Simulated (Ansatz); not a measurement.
## ZrS2: geometry relaxation (part 2 of 2)

The same run, continued: ZrS2 (slab, 12 atoms in the cell); DFT PBE+D3(BJ), scalar-relativistic, plane waves, PAW, no spin polarisation (Ansatz 0.2.0); cutoff 420 eV, 3×3×1 k-mesh, Gaussian smearing of 0.05 eV. The structure derives from an entry of the Crystallography Open Database. The input holds or restrains some coordinates. Forces given for the steps count only the free coordinates. It belongs to a series of runs on one base structure; here: clean slab, lower planes held.

Geometry of the input (Å; fractional positions):
```
7.2700  0.0000  0.0000
-3.6350  6.2960  0.0000
0.0000  0.0000  18.9214
S  0.3333  0.1667  0.4228
S  0.3333  0.6667  0.4228
S  0.8333  0.1667  0.4228
S  0.8333  0.6667  0.4228
Zr 0.0000  0.0000  0.5000
Zr 0.0000  0.5000  0.5000
Zr 0.5000  0.0000  0.5000
Zr 0.5000  0.5000  0.5000
S  0.1667  0.3333  0.5772
S  0.1667  0.8333  0.5772
S  0.6667  0.3333  0.5772
S  0.6667  0.8333  0.5772
```

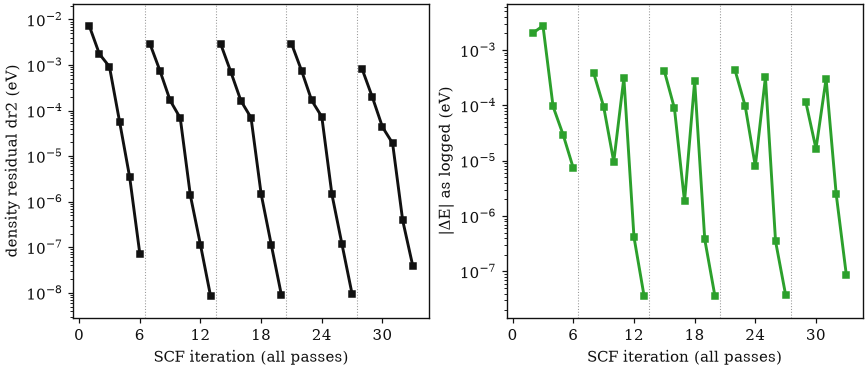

Fig. 1: Convergence of the self-consistent field: density residual dr2 and size of the energy change against the SCF iteration. The dotted lines part the SCF passes of the relaxation: geometry steps, rejected trials and re-solves on a re-selected basis. The 5 passes take 6 to 7 iterations each, 33 in all.

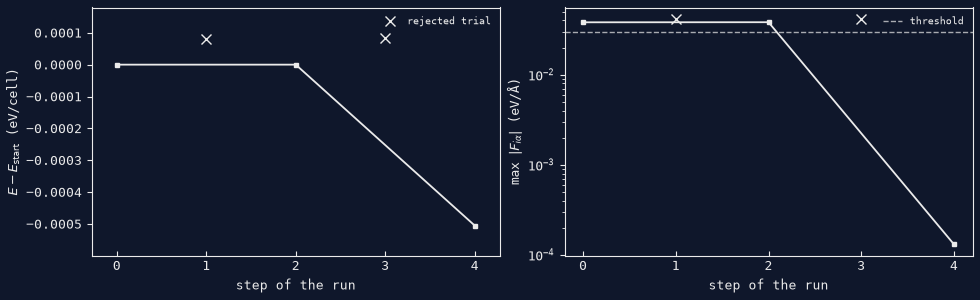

Fig. 2: Progress of the restrained relaxation, step by step (the first geometry is step 0 here and step 1 in the log). The energy falls by 0.5 meV per cell of the calculation in 4 geometry steps. Largest force component: 0.038 eV/Å at the start, 0.00013 eV/Å at the end. The line search rejected the trial steps at points 1, 3 (counted from 0) and went back. The largest moves, 0.007 Å, are those of S9, S10, S11 and S12. Largest moves by element: S 0.007 Å, Zr 0.003 Å. The lattice vectors keep their values. (Atoms are counted from 1 in the order of the input.)

```
SCF converged after 6 iterations
Free energy (F): -23973.458166 eV
Harris-Foulkes:  -23973.458166 eV  (|F-HF|=1.53e-8)
Internal energy: -23973.458166 eV  (E = F + TS)
E sigma→0 (E₀):  -23973.458166 eV
Fermi energy:    -1.653357 eV
Dipole field:    D = -0.000037 V/Å  (p = -0.000177 e·Å, saw-weighted, corrected)
Work function:   Φ+ = 5.8461 eV   Φ− = 5.8454 eV
Levels:          The Fermi level and band energies are counted from a zero that moves with the ramp; work functions are not
--- Per-component energies (eV) ---
  E_band       = -1537.255578
  E_kinetic    = 2188.217041
  E_local      = -39287.824223  (includes V_loc(G=0)·N_el)
  E_nonlocal   = 538.253585
  E_hartree    = 18424.487891
  E_xc         = -1427.713766
  E_vxc        = -1468.039075  (∫ρ·V_xc dr)
  E_paw        = -16615.375189  (= ΣΔE_a)
  E_vpaw       = -356.838245  (= ΣTr[D̂ρ^β])
  E_aug_tail   = 0.000107  (compensation charges beyond the density's cutoff)
  E_efield     = 0.000000  (sawtooth field / dipole correction)
  E_vefield    = 0.000012  (∫n·V_field dr)
  E_ewald      = 12209.469258
  E_disp       = -2.972870  (pairwise vdW)
  E_smearing   = -0.000000  (= −TS)
  E_closure    = 0.000000  (closes the sum)
  Σ components = -23973.458166   (vs F -23973.458166, Δ=0.00e0)
--- Forces (eV/Å), atoms counted from 1 ---
  atom   1  S      0.00000000     0.00000000    -0.00018408
  atom   2  S     -0.00000000     0.00000000    -0.00018408
  atom   3  S      0.00000000     0.00000000    -0.00018408
  atom   4  S      0.00000000     0.00000000    -0.00018408
  atom   5  Zr     0.00000000     0.00000000     0.00013088
  atom   6  Zr     0.00000000     0.00000000     0.00013088
  atom   7  Zr     0.00000000     0.00000000     0.00013088
  atom   8  Zr     0.00000000     0.00000000     0.00013088
  atom   9  S      0.00000000    -0.00000000     0.00011946
  atom  10  S      0.00000000    -0.00000000     0.00011946
  atom  11  S      0.00000000    -0.00000000     0.00011946
  atom  12  S      0.00000000    -0.00000000     0.00011946
  max |Σ_I F_I| component: 2.65e-4 eV/Å
--- Band table (eV) ---
  k-point 0: bands = ["-51.0411", "-51.0196", "-51.0196", "-51.0196", "-29.2347", "-29.2347", "-29.2347", "-29.1136", "-29.0487", "-29.0487", "-29.0487", "-29.0119", "-29.0119", "-29.0119", "-28.9497", "-28.9497", "-14.6629", "-13.8119", "-13.8119", "-13.8119", "-13.5065", "-13.2578", "-13.2578", "-13.2578", "-6.4991", "-6.4991", "-6.4991", "-6.0055", "-4.9793", "-4.9793", "-4.9793", "-4.8013", "-4.8013", "-4.6151", "-4.6151", "-4.6151", "-4.5164", "-4.5164", "-4.5164", "-3.3948", "-3.3948", "-3.3948", "-3.1062", "-3.1062", "-3.1062", "-3.1062", "-2.1808", "-2.1808", "-1.1250", "-1.1250", "-1.1250", "-0.5124", "-0.5124", "0.3509", "1.2768", "1.2768", "1.2768", "1.6192", "1.6192", "1.6192"]
  k-point 1: bands = ["-51.0357", "-51.0250", "-51.0196", "-51.0196", "-29.1975", "-29.1975", "-29.1655", "-29.0978", "-29.0648", "-29.0536", "-29.0536", "-29.0458", "-29.0458", "-29.0225", "-28.9964", "-28.9654", "-14.3859", "-13.8760", "-13.6831", "-13.6831", "-13.5418", "-13.5107", "-13.4018", "-13.4018", "-6.0375", "-6.0375", "-5.8596", "-5.6661", "-5.3349", "-5.3349", "-5.2459", "-5.2242", "-4.6542", "-4.6208", "-4.5475", "-4.5436", "-4.5436", "-4.2809", "-4.2809", "-4.0213", "-4.0213", "-3.6089", "-3.3495", "-3.3495", "-3.1398", "-3.0372", "-2.7617", "-2.6734", "-0.9365", "-0.5224", "-0.3284", "-0.3284", "0.2338", "0.7262", "0.8851", "0.8851", "0.9968", "1.2951", "1.4366", "1.4366"]
  k-point 2: bands = ["-51.0277", "-51.0277", "-51.0277", "-51.0169", "-29.1457", "-29.1457", "-29.1158", "-29.1158", "-29.1158", "-29.0742", "-29.0742", "-29.0742", "-29.0414", "-29.0024", "-29.0024", "-29.0024", "-13.9488", "-13.9488", "-13.9488", "-13.5847", "-13.5847", "-13.5847", "-13.4668", "-13.4667", "-5.4724", "-5.4723", "-5.4644", "-5.4644", "-5.4644", "-5.3228", "-5.2422", "-5.2422", "-5.2422", "-4.9092", "-4.9092", "-4.9092", "-4.1449", "-4.1449", "-4.1449", "-4.0608", "-4.0608", "-3.7974", "-3.7486", "-3.7486", "-3.7486", "-2.7266", "-2.7266", "-2.7266", "-0.1117", "-0.1117", "-0.1117", "0.1513", "0.1513", "0.1513", "0.2713", "0.9750", "0.9750", "1.3775", "1.3775", "1.3775"]
--- Relaxed structure (5 steps of the walk, 3 accepted, 0 SCFs on fresh bases) ---
  F+E_penalty+E_count = -23973.45816607 eV   max|allowed force component| = 1.309e-4 eV/Å
  atoms:
    - { symbol: S, position: [0.3333333333333333, 0.16666666666666666, 0.42280149940000006] }
    - { symbol: S, position: [0.33333333333333337, 0.6666666666666666, 0.42280149940000006] }
    - { symbol: S, position: [0.8333333333333334, 0.16666666666666666, 0.42280149940000006] }
    - { symbol: S, position: [0.8333333333333333, 0.6666666666666666, 0.42280149940000006] }
    - { symbol: Zr, position: [5.0140566164846675e-20, 7.647387529506701e-36, 0.5001735250985051] }
    - { symbol: Zr, position: [0.0, 0.5, 0.5001735250985051] }
    - { symbol: Zr, position: [0.5, -2.5491291765022337e-36, 0.5001735250985051] }
    - { symbol: Zr, position: [0.5, 0.5, 0.5001735250985051] }
    - { symbol: S, position: [0.16666666666666666, 0.33333333333333337, 0.5775463739035015] }
    - { symbol: S, position: [0.16666666666666674, 0.8333333333333335, 0.5775463739035015] }
    - { symbol: S, position: [0.6666666666666666, 0.33333333333333337, 0.5775463739035015] }
    - { symbol: S, position: [0.6666666666666667, 0.8333333333333335, 0.5775463739035015] }
```

Trajectory as extended XYZ (Å, eV, eV/Å), 5 frames, from step=1 to step=5
```
12
Lattice="7.2700 0.0000 0.0000 -3.6350 6.2960 0.0000 0.0000 0.0000 18.9214" Properties=species:S:1:pos:R:3:forces:R:3 step=1 energy=-23973.45766
S     1.8175    1.0493    8.0000    0.0000   0.0000  -0.0382
S     0.0000    4.1974    8.0000    0.0000   0.0000  -0.0382
S     5.4525    1.0493    8.0000    0.0000   0.0000  -0.0382
S     3.6350    4.1974    8.0000    0.0000   0.0000  -0.0382
Zr    0.0000    0.0000    9.4607    0.0000   0.0000   0.0001
Zr   -1.8175    3.1480    9.4607    0.0000   0.0000   0.0001
Zr    3.6350    0.0000    9.4607    0.0000   0.0000   0.0001
Zr    1.8175    3.1480    9.4607    0.0000   0.0000   0.0001
S     0.0000    2.0987   10.9214    0.0000   0.0000   0.0381
S    -1.8175    5.2467   10.9214    0.0000   0.0000   0.0381
S     3.6350    2.0987   10.9214    0.0000   0.0000   0.0381
S     1.8175    5.2467   10.9214    0.0000   0.0000   0.0381
12
Lattice="7.2700 0.0000 0.0000 -3.6350 6.2960 0.0000 0.0000 0.0000 18.9214" Properties=species:S:1:pos:R:3:forces:R:3 step=2 energy=-23973.45758 accepted=F
S     1.8175    1.0493    8.0000    0.0000   0.0000   0.0406
S     0.0000    4.1974    8.0000    0.0000   0.0000   0.0406
S     5.4525    1.0493    8.0000    0.0000   0.0000   0.0406
S     3.6350    4.1974    8.0000    0.0000   0.0000   0.0406
Zr    0.0000    0.0000    9.4675    0.0000   0.0000   0.0010
Zr   -1.8175    3.1480    9.4675    0.0000   0.0000   0.0010
Zr    3.6350    0.0000    9.4675    0.0000   0.0000   0.0010
Zr    1.8175    3.1480    9.4675    0.0000   0.0000   0.0010
S     0.0000    2.0987   10.9352    0.0000   0.0000  -0.0416
S    -1.8175    5.2467   10.9352    0.0000   0.0000  -0.0416
S     3.6350    2.0987   10.9352    0.0000   0.0000  -0.0416
S     1.8175    5.2467   10.9352    0.0000   0.0000  -0.0416
12
Lattice="7.2700 0.0000 0.0000 -3.6350 6.2960 0.0000 0.0000 0.0000 18.9214" Properties=species:S:1:pos:R:3:forces:R:3 step=3 energy=-23973.45766
S     1.8175    1.0493    8.0000    0.0000   0.0000  -0.0383
S     0.0000    4.1974    8.0000    0.0000   0.0000  -0.0383
S     5.4525    1.0493    8.0000    0.0000   0.0000  -0.0383
S     3.6350    4.1974    8.0000    0.0000   0.0000  -0.0383
Zr    0.0000    0.0000    9.4607    0.0000   0.0000   0.0000
Zr   -1.8175    3.1480    9.4607    0.0000   0.0000   0.0000
Zr    3.6350    0.0000    9.4607    0.0000   0.0000   0.0000
Zr    1.8175    3.1480    9.4607    0.0000   0.0000   0.0000
S     0.0000    2.0987   10.9214    0.0000   0.0000   0.0382
S    -1.8175    5.2467   10.9214    0.0000   0.0000   0.0382
S     3.6350    2.0987   10.9214    0.0000   0.0000   0.0382
S     1.8175    5.2467   10.9214    0.0000   0.0000   0.0382
12
Lattice="7.2700 0.0000 0.0000 -3.6350 6.2960 0.0000 0.0000 0.0000 18.9214" Properties=species:S:1:pos:R:3:forces:R:3 step=4 energy=-23973.45758 accepted=F
S     1.8175    1.0493    8.0000    0.0000   0.0000   0.0407
S     0.0000    4.1974    8.0000    0.0000   0.0000   0.0407
S     5.4525    1.0493    8.0000    0.0000   0.0000   0.0407
S     3.6350    4.1974    8.0000    0.0000   0.0000   0.0407
Zr    0.0000    0.0000    9.4675    0.0000   0.0000   0.0010
Zr   -1.8175    3.1480    9.4675    0.0000   0.0000   0.0010
Zr    3.6350    0.0000    9.4675    0.0000   0.0000   0.0010
Zr    1.8175    3.1480    9.4675    0.0000   0.0000   0.0010
S     0.0000    2.0987   10.9352    0.0000   0.0000  -0.0417
S    -1.8175    5.2467   10.9352    0.0000   0.0000  -0.0417
S     3.6350    2.0987   10.9352    0.0000   0.0000  -0.0417
S     1.8175    5.2467   10.9352    0.0000   0.0000  -0.0417
12
Lattice="7.2700 0.0000 0.0000 -3.6350 6.2960 0.0000 0.0000 0.0000 18.9214" Properties=species:S:1:pos:R:3:forces:R:3 step=5 energy=-23973.45817
S     1.8175    1.0493    8.0000    0.0000   0.0000  -0.0002
S     0.0000    4.1974    8.0000    0.0000   0.0000  -0.0002
S     5.4525    1.0493    8.0000    0.0000   0.0000  -0.0002
S     3.6350    4.1974    8.0000    0.0000   0.0000  -0.0002
Zr    0.0000    0.0000    9.4640    0.0000   0.0000   0.0001
Zr   -1.8175    3.1480    9.4640    0.0000   0.0000   0.0001
Zr    3.6350    0.0000    9.4640    0.0000   0.0000   0.0001
Zr    1.8175    3.1480    9.4640    0.0000   0.0000   0.0001
S     0.0000    2.0987   10.9280    0.0000   0.0000   0.0001
S    -1.8175    5.2467   10.9280    0.0000   0.0000   0.0001
S     3.6350    2.0987   10.9280    0.0000   0.0000   0.0001
S     1.8175    5.2467   10.9280    0.0000   0.0000   0.0001
```

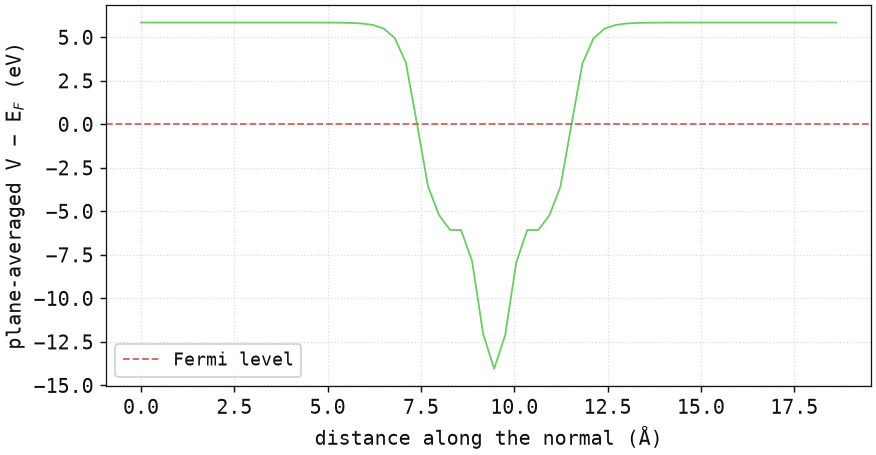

Fig. 3: Plane average of the electrostatic potential energy of an electron across the cell, from the Fermi level. The vacuum level lies 5.85 eV above the Fermi level.

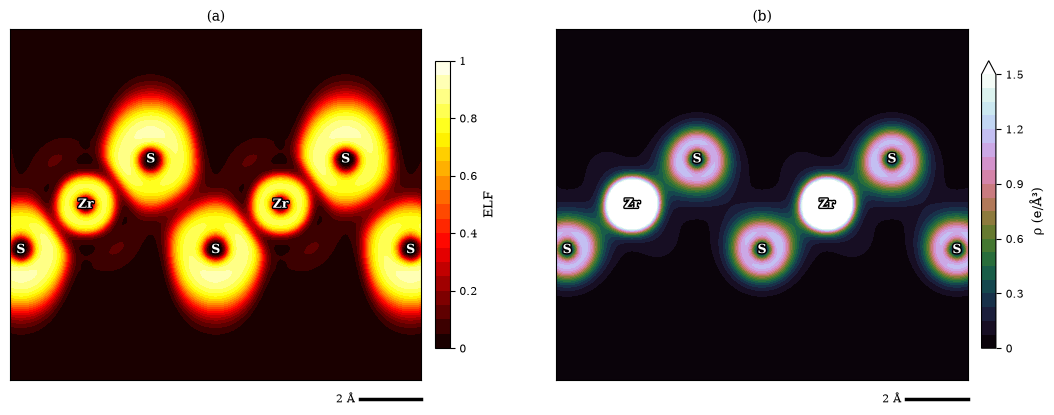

Fig. 4: (a) ELF; (b) valence pseudo-density on the (110) plane of the calculation cell, a cut from vacuum to vacuum. Zr–S (2.56 Å): ρ is about 0.44 e/Å³ halfway; the ELF is about 0.40 at the midpoint. The density dies away to nearly zero in the vacuum. The strong features right at Zr lie inside the PAW spheres (semicore, d or f shells) and say nothing about bonding. In a PAW calculation such maps are meaningful between the atoms, not at the nuclei.

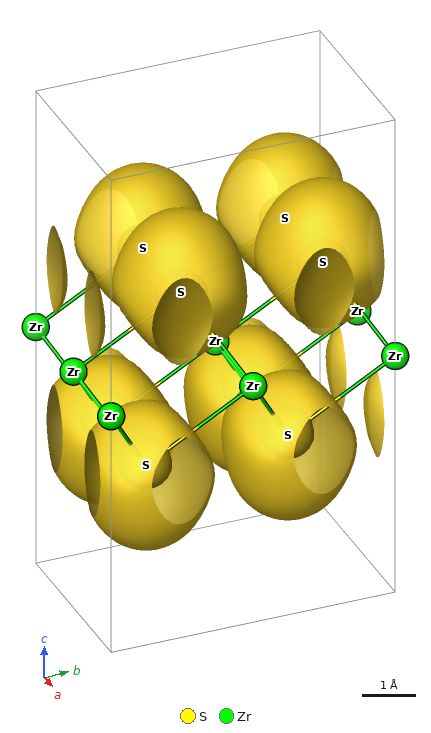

Fig. 5: Isosurface of the electron localisation function at 0.65 (yellow), seen slightly off an axis. Core shells and regions of very low density are left out. Sticks mark near contacts. Along the contacts the grid gives the following. Zr–S (2.56 Å): the ELF is about 0.40 at the midpoint.
